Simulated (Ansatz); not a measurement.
## WC: 6 runs along one coordinate

System: WC (2 atoms in the cell).
Method: Kohn-Sham DFT of a periodic cell, r2SCAN, Ansatz PAW, no spin polarisation (Ansatz 0.2.0).

The 6 runs differ only in the geometry, by an even scaling of the cell at fixed fractional positions. The structure derives from a Materials Project entry.

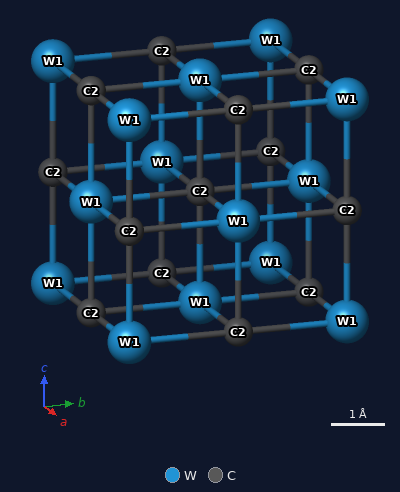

Figure 1. The structure of run 4 (ball-and-stick view of the cell 4 times as large as that of the calculation, set on its symmetry axes, seen slightly off an axis; atoms are numbered from 1 in the order of the input).

### Input of run 4
```yaml
crystal:
  lattice:
    - [0.0, 2.2072055093, 2.2072055093]
    - [2.2072055093, 0.0, 2.2072055093]
    - [2.2072055093, 2.2072055093, 0.0]
  atoms:
    - { symbol: W, position: [0.0, 0.0, 0.0] }
    - { symbol: C, position: [0.5, 0.5, 0.5] }
hamiltonian:
  xc: r2scan
  pseudopotentials: { kind: paw }
kpoints:
  mp_grid: { grid: [10, 10, 10] }
scf:
  occupations: { method: fermi_dirac, width: 0.05 }
output:
  forces: true
  stress: true
  eigenvalues: true
```

Command:
```bash
ansatz run input.yaml --threads 2 --pin off --max-ram 5632MiB --backend cpu --events-out ev --progress --plain --runs-dir out
```

Run 5 differs from it as follows:
```diff
-    - [0.0, 2.2072055093, 2.2072055093]
-    - [2.2072055093, 0.0, 2.2072055093]
-    - [2.2072055093, 2.2072055093, 0.0]
+    - [0.0, 2.2215384142, 2.2215384142]
+    - [2.2215384142, 0.0, 2.2215384142]
+    - [2.2215384142, 2.2215384142, 0.0]
```

### Results, with one run withheld

| run | volume per atom (Å³) | free energy per atom, from the lowest run given (meV) | pressure (GPa) |
| --- | --- | --- | --- |
| 1 | 9.910 | 26.16 | 20.00 |
| 2 | 10.120 | 6.13 | 10.62 |
| 3 | 10.542 | 0.00 | −5.38 |
| 4 | 10.753 | 11.64 | −12.18 |
| 5 | 10.964 | ? | ? |
| 6 | 11.175 | 59.52 | −23.78 |

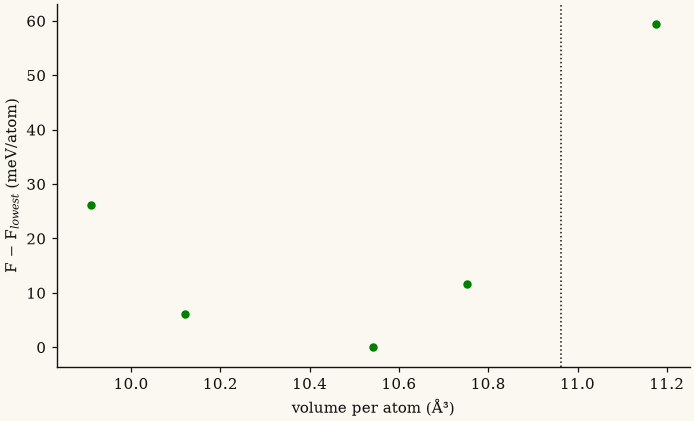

Figure 2. Free energy per atom of the runs given; the dotted line marks run 5.

Estimate the energy of run 5 from the others.

A cubic polynomial in V^(−2/3) (the Birch–Murnaghan form), fitted to the 5 runs given, misses them by at most 0.01 meV per atom. With x = V^(−2/3) − 0.20876 Å⁻², it reads F = −1.6044 − 1596.6 x + 6.3016e+05 x² + 6.3605e+05 x³ (meV per atom). At run 5 it gives 31.79 meV per atom, and the run itself gives 31.77. The slope of the fit gives a pressure −dF/dV of −18.28 GPa there, and the run prints −18.29 GPa. The fit has its minimum at 10.390 Å³ per atom, where V d²F/dV² gives 382 GPa: the bulk modulus at this level, since symmetry fixes the shape and the positions.

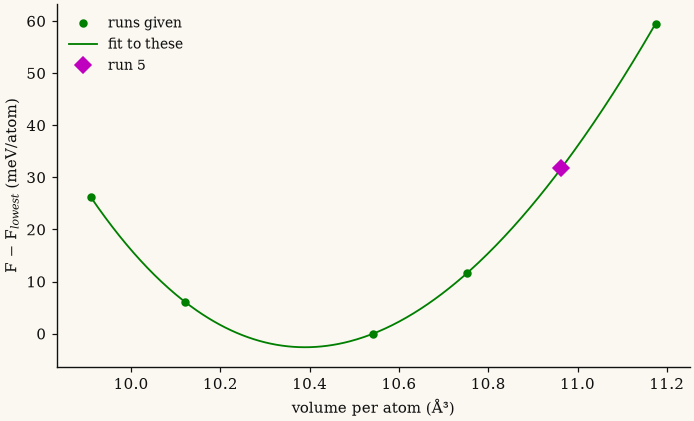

Figure 3. The fit and the withheld run.

### Output, shortened to warnings, some set-up lines, iterations and results (run 5)
```
Basis set: ecut = 500 eV, 537 PW (Γ), exchange–correlation on 96×96×96 points (64 copies of the dense FFT grid, shifted against one another)
Symmetry: 48 space group operations
k-points: 47 of 1000
Initial density: superposition of atomic densities (neutral atoms: chi_scale 0, normalization atom), corrected by the library's trained network
[...]
SCF iter   1: F=—  HF=-10648.232707 eV  |F-HF|=—  |Δ(HF+E_count)|=         —  Δρ=6.48e-3  dr2=3.87e-3  dr2_τ=1.54e-1  ethr=1.77e-3  ⟨swp⟩=6.0  Hψ=7750  notcnv=0  defer=9
SCF iter   2: F=—  HF=-10648.285185 eV  |F-HF|=—  |Δ(HF+E_count)|=   5.25e-2  Δρ=4.36e-3  dr2=1.93e-3  dr2_τ=1.54e-4  ethr=2.15e-5  ⟨swp⟩=2.0  Hψ=1699  notcnv=0  defer=93
SCF iter   3: F=—  HF=-10648.287421 eV  |F-HF|=—  |Δ(HF+E_count)|=   2.24e-3  Δρ=2.34e-3  dr2=1.48e-3  dr2_τ=7.29e-5  ethr=1.07e-5  ⟨swp⟩=2.6  Hψ=1336  notcnv=0  defer=93
SCF iter   4: F=—  HF=-10648.287283 eV  |F-HF|=—  |Δ(HF+E_count)|=   1.38e-4  Δρ=9.58e-4  dr2=1.13e-4  dr2_τ=3.77e-5  ethr=8.20e-6  ⟨swp⟩=2.1  Hψ=894  notcnv=0  defer=93
SCF iter   5: F=—  HF=-10648.287321 eV  |F-HF|=—  |Δ(HF+E_count)|=   3.72e-5  Δρ=2.93e-4  dr2=1.15e-5  dr2_τ=3.95e-7  ethr=6.28e-7  ⟨swp⟩=2.6  Hψ=1034  notcnv=0  defer=93
SCF iter   6: F=—  HF=-10648.287330 eV  |F-HF|=—  |Δ(HF+E_count)|=   9.81e-6  Δρ=1.11e-4  dr2=2.48e-6  dr2_τ=5.57e-8  ethr=6.36e-8  ⟨swp⟩=2.0  Hψ=1037  notcnv=0  defer=93
SCF iter   7: F=—  HF=-10648.287331 eV  |F-HF|=—  |Δ(HF+E_count)|=   4.47e-7  Δρ=2.18e-5  dr2=1.08e-7  dr2_τ=2.47e-9  ethr=1.38e-8  ⟨swp⟩=2.3  Hψ=915  notcnv=0  defer=93
SCF iter   8: F=-10648.287331 eV  HF=-10648.287331 eV  |F-HF|=8.33e-10  |Δ(HF+E_count)|=   1.59e-8  Δρ=3.95e-6  dr2=3.68e-9  dr2_τ=1.80e-10  ethr=5.56e-10  ⟨swp⟩=8.0  Hψ=3051 …
SCF 1 converged in 8 iterations: F = -10648.287331 eV  dr2 = 3.68e-9
SCF converged after 8 iterations
Free energy (F): -10648.287331 eV
Harris-Foulkes:  -10648.287331 eV  (|F-HF|=8.33e-10)
Internal energy: -10648.281095 eV  (E = F + TS)
E sigma→0 (E₀):  -10648.284213 eV
Entropy (-TS):   -0.006236 eV (-3.118 meV/atom)
Fermi energy:    20.873395 eV
--- Per-component energies (eV) ---
  E_band       = -92.682069
  E_kinetic    = 538.893416
  E_local      = -690.578265  (includes V_loc(G=0)·N_el)
  E_nonlocal   = 26.601444
  E_hartree    = 239.732228
  E_xc         = -296.051408
  E_vxc        = -324.452833  (∫ρ·V_xc dr)
  E_paw        = -8693.417687  (= ΣΔE_a)
  E_vpaw       = -139.262347  (= ΣTr[D̂ρ^β])
  E_aug_tail   = -0.000041  (compensation charges beyond the density's cutoff)
  E_vtau       = 16.652315  (kinetic-family band-sum trace: ∫τ·v_τ [+ j·A + Jᵃ·Aᵃ] dr)
  E_ewald      = -1772.848060
  E_core_change = -0.612723  (= ΣΔE_core)
  E_smearing   = -0.006236  (= −TS)
  E_closure    = 0.000000  (closes the sum)
  Σ components = -10648.287331   (vs F -10648.287331, Δ=0.00e0)
--- Forces (eV/Å), atoms counted from 1 ---
  atom   1  W     -0.00000000    -0.00000000    -0.00000000
  atom   2  C      0.00000000    -0.00000000     0.00000000
  max |Σ_I F_I| component: 3.94e-30 eV/Å
--- Stress (GPa, compression-positive) ---
      -18.294644       0.000000       0.000000
       -0.000000     -18.294644      -0.000000
        0.000000       0.000000     -18.294644
  P = ⅓ Tr σ = -18.2946 GPa (-182.946 kbar)
```

Notes: Spin–orbit coupling is left out, which matters for W.
